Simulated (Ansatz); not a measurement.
CsH: single-point calculation

CsH (Fm-3m, 2 atoms in the cell), computed with DFT r2SCAN, scalar-relativistic, plane waves, PAW, no spin polarisation (Ansatz 0.2.0).

The structure derives from an entry of the Crystallography Open Database. It belongs to a series of runs on one base structure; here: functional r2SCAN, a random strain and shift of atoms within the space group. Figures and captions count atoms from 1; the log counts them from 0 in places.

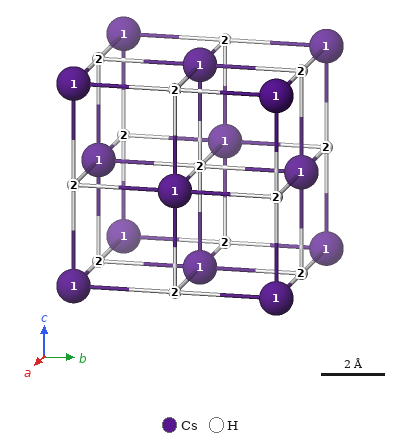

**Figure 1.** The structure as given in the input (ball-and-stick view of the cell 4 times as large as that of the calculation, set on its symmetry axes, seen slightly off an axis; atoms are numbered from 1 in the order of the input). Near neighbours in the crystal (not all of them lie inside the picture): Cs has 6 H at 3.33 Å; H has 6 Cs at 3.33 Å.

The input
```yaml
crystal:
  lattice:
    - [0.0, 3.32616792, 3.32616792]
    - [3.32616792, 0.0, 3.32616792]
    - [3.32616792, 3.32616792, 0.0]
  atoms:
    - { symbol: Cs, position: [0.0, 0.0, 0.0] }
    - { symbol: H, position: [0.5, 0.5, 0.5] }
basis:
  ecutwfc: 500
kpoints:
  mp_grid: { grid: [8, 8, 8] }
hamiltonian:
  xc: r2scan
scf:
  occupations: { method: gaussian, width: 0.02 }
output:
  forces: true
  stress: true
  eigenvalues: true
  populations: true
```

Command:
```bash
ansatz run input.yaml --threads 1 --pin off --max-ram 1331MiB --backend cpu --events-out ev --progress --plain --runs-dir out
```

What the program printed
```
Engine: ansatz 0.2.0, x86_64-unknown-linux-gnu
Pseudopotentials: kind: paw
Pseudopotential: Cs, paw, valence charge 9, recommended cutoff 500 eV (meta_gga), Cs.paw.azcp
Pseudopotential: H, paw, valence charge 1, recommended cutoff 500 eV (meta_gga), H.paw.azcp
Functional definition: r2SCAN
  parameter k0 = 0.174
  parameter k1 = 0.065
  parameter a1 = 4.9479
  exchange = r2scan_x(k0 = k0, k1 = k1, a1 = a1)
  correlation = r2scan_c
Crystal: 2 atoms, lattice volume = 73.597 Å³
Basis set: ecut = 500 eV, 1893 PW (Γ), exchange–correlation on 144×144×144 points (64 copies of the dense FFT grid, shifted against one another)
Bands: 9, of which v1, the nominal top of the filled ones, is band 5 counted from 1 (4 counted from 0)
Symmetry: 48 space group operations
Space group: Fm-3m (ITA 225), of the structure as read, at distance tolerance 4.2e-5 Å
k-points: 29 of 512
Non-local potential: Cs, projectors of the file, l = 0: 3, l = 1: 2, l = 2: 2, l = 3: 2
Non-local potential: H, projectors of the file, l = 0: 2, l = 1: 1
PAW form: soft (Blöchl's): semilocal exchange-correlation on the pseudo side does not see the compensation charge
PAW frozen core: Cs, regenerated for the run's functional (the file was generated under x = pbe(κ = 0.804, μ = 0.2195149727645171), c = pbe(β = 0.06672455060314922))
PAW one-centre angular grid: Cs, 302 points (default); XC on 160 Gauss nodes
PAW one-centre angular grid: H, 302 points (default); XC on 160 Gauss nodes
Initial density: superposition of atomic densities (neutral atoms: chi_scale 0, normalization atom), corrected by the library's trained network
Initial wavefunctions: pseudopotential atomic-orbital guess
Functional: x = r2scan, c = r2scan; τ floored in thin density (d = 2e-4 eV/Å³)
SCF iter   1: F=—  HF=-5702.359920 eV  |F-HF|=—  |Δ(HF+E_count)|=         —  Δρ=2.85e-3  dr2=7.44e-3  dr2_τ=4.90e-4  ethr=1.77e-3  ⟨swp⟩=6.7  Hψ=2272  notcnv=0
preconditioner: auto → none  [insulator: Δε(μ)=2.848 eV  Ē_g=11.937 eV  σ=0.020 eV  W_gap=1.00  n_scr=14 (ndim 8)  ℏωp=12.2 eV  f_vac=0.035  D(μ)=0.00/eV (n_scr^D=0)  ε∞_Penn≈2.1]
SCF iter   2: F=—  HF=-5702.361766 eV  |F-HF|=—  |Δ(HF+E_count)|=   1.85e-3  Δρ=9.32e-4  dr2=3.57e-4  dr2_τ=7.26e-5  ethr=7.44e-5  ⟨swp⟩=3.0  Hψ=828  notcnv=0
SCF iter   3: F=—  HF=-5702.361928 eV  |F-HF|=—  |Δ(HF+E_count)|=   1.62e-4  Δρ=3.30e-4  dr2=4.10e-5  dr2_τ=7.24e-6  ethr=3.57e-6  ⟨swp⟩=2.1  Hψ=505  notcnv=0
SCF iter   4: F=—  HF=-5702.361975 eV  |F-HF|=—  |Δ(HF+E_count)|=   4.66e-5  Δρ=4.15e-5  dr2=6.86e-7  dr2_τ=5.62e-8  ethr=4.10e-7  ⟨swp⟩=2.5  Hψ=406  notcnv=0
iter 5 did not close the SCF: its close was put off for the readings that it lacked (scf_convergence_deferred on its scf_iter line)
SCF iter   5: F=-5702.361976 eV  HF=-5702.361976 eV  |F-HF|=3.44e-8  |Δ(HF+E_count)|=   9.67e-7  Δρ=5.77e-6  dr2=1.24e-8  dr2_τ=1.32e-9  ethr=6.86e-9  ⟨swp⟩=2.7  Hψ=405  notcnv=0
SCF iter   6: F=-5702.361976 eV  HF=-5702.361976 eV  |F-HF|=1.35e-10  |Δ(HF+E_count)|=   3.93e-8  Δρ=1.01e-6  dr2=6.55e-10  dr2_τ=4.84e-11  ethr=1.24e-10  ⟨swp⟩=2.9  Hψ=997  notcnv=0
SCF 1 converged in 6 iterations: F = -5702.361976 eV  dr2 = 6.55e-10
  greatest PAW one-centre occupation: 0.913 electrons in one spin orbital (limit 2), on the Cs atom at site 0 (counted from 0), in its partial waves of l = 0
```

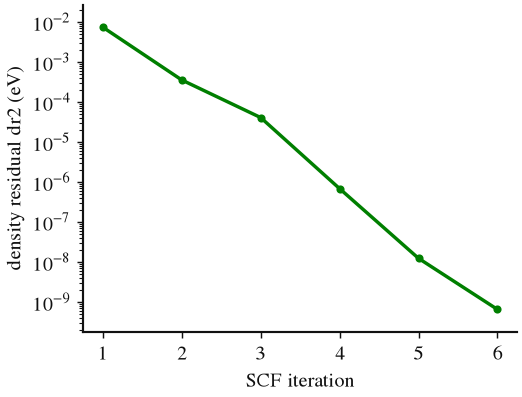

**Figure 2.** Convergence of the self-consistent field: density residual dr2 against the SCF iteration. The residual falls at every step.

```
SCF converged after 6 iterations
Free energy (F): -5702.361976 eV
Harris-Foulkes:  -5702.361976 eV  (|F-HF|=1.35e-10)
Internal energy: -5702.361976 eV  (E = F + TS)
E sigma→0 (E₀):  -5702.361976 eV
Fermi energy:    3.530487 eV
--- Per-component energies (eV) ---
  E_band       = -74.588660
  E_kinetic    = 154.625223
  E_local      = -291.943749  (includes V_loc(G=0)·N_el)
  E_nonlocal   = 30.439001
  E_hartree    = 97.622737
  E_xc         = -171.361477
  E_vxc        = -149.956786  (∫ρ·V_xc dr)
  E_paw        = -5093.663635  (= ΣΔE_a)
  E_vpaw       = -20.254949  (= ΣTr[D̂ρ^β])
  E_aug_tail   = -0.000363  (compensation charges beyond the density's cutoff)
  E_vtau       = 7.257286  (kinetic-family band-sum trace: ∫τ·v_τ [+ j·A + Jᵃ·Aᵃ] dr)
  E_ewald      = -428.129592
  E_core_change = 0.049879  (= ΣΔE_core)
  E_smearing   = -0.000000  (= −TS)
  E_closure    = 0.000000  (closes the sum)
  Σ components = -5702.361976   (vs F -5702.361976, Δ=0.00e0)
--- Forces (eV/Å), atoms counted from 1 ---
  atom   1  Cs    -0.00000000     0.00000000    -0.00000000
  atom   2  H      0.00000000    -0.00000000    -0.00000000
  max |Σ_I F_I| component: 1.11e-30 eV/Å
--- Stress (GPa, compression-positive) ---
       -0.956132       0.000000      -0.000000
        0.000000      -0.956132      -0.000000
        0.000000      -0.000000      -0.956132
  P = ⅓ Tr σ = -0.9561 GPa (-9.561 kbar)
--- Band table (eV; the first three rows and the last of 29) ---
  k-point 0: bands = ["-19.9176", "-6.1255", "-6.1255", "-6.1255", "0.7414", "7.8148", "7.8148", "7.8148", "8.0178"]
  k-point 1: bands = ["-19.9107", "-6.2173", "-6.1351", "-6.1351", "0.9285", "7.2312", "7.9124", "7.9124", "7.9646"]
  k-point 2: bands = ["-19.8940", "-6.4260", "-6.1580", "-6.1580", "1.3908", "6.1550", "7.8516", "7.8516", "8.1890"]
  k-point 28: bands = ["-19.8548", "-6.4665", "-6.4665", "-6.3372", "1.6282", "6.6339", "6.6339", "7.7696", "10.5731"]
--- Löwdin populations: 2 sites ---
  site symbol       q [e]
     0     Cs      8.3068
     1      H      1.6283
  spilling = 0.006488 (of n_electrons = 10.000000)
```

Summary

| quantity | value |
| --- | --- |
| outcome | converged |
| space group (tolerance 0.01 Å) | Fm-3m (225) |
| electrons treated | 10 |
| free energy | −5702.3620 eV |
| Fermi energy | 3.530 eV |
| gap on the k-point mesh | 2.79 eV |
| pressure | −0.96 GPa |
| largest force (length of the vector) | under 0.001 eV/Å |
| hardware | 1 thread of an x86-64 CPU, shared host |
| wall time | 2.4 s |
| peak memory | 0.68 GiB |
